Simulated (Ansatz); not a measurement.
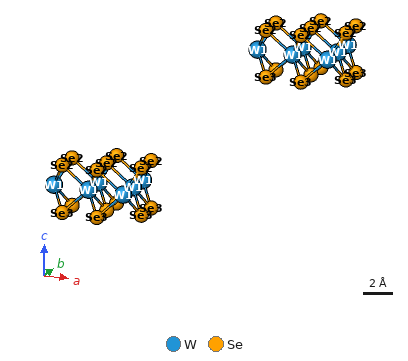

Two geometries of crystalline WSe₂ (set up in P-6m2), drawn at one scale. One is the start of a relaxation, the other its converged end. The picture is a ball-and-stick view of the atoms within 5.0 Å of the atom that moves most (axes of the cell of the calculation), seen slightly off an axis.

Theory: Ansatz, DFT PBE+D3(BJ), scalar-relativistic, plane waves, PAW. (plane-wave cutoff 420 eV; k-point mesh 12 × 12 × 2; occupations gaussian; smearing width 0.02 eV; no spin polarisation; cell and atoms relaxed; force threshold 0.005 eV/Å; at most 80 steps)

**Which one is relaxed?**

The left one is the relaxed one. The largest moves relative to the cell, 0.98 Å, are those of Se2 and Se3. Se3 goes along −c. W stays in place. The volume changes by −58.6 %, with a = b 3.318 → 3.278 Å (−1.2 %), c 16.658 → 7.058 Å (−57.6 %). The space group stays P-6m2 (No. 187). After 24 accepted moves (26 points after the start) the energy has fallen by 75.9 meV per atom. The largest force component goes from 0.18 to 0.0011 eV/Å. The pressure goes from −0.22 to −0.01 GPa. The line search rejected the trial step at point 1 of the run. The SCF was repeated once at an unchanged geometry on a basis and grid sized afresh for the cell, which shifted the energy by 0.7 meV per atom at most. The run took 97 s on 4 threads of Intel(R) Xeon(R) Platinum 8259CL CPU @ 2.50GHz (Skylake/Cascade Lake) (shared host), peak memory 0.63 GiB.
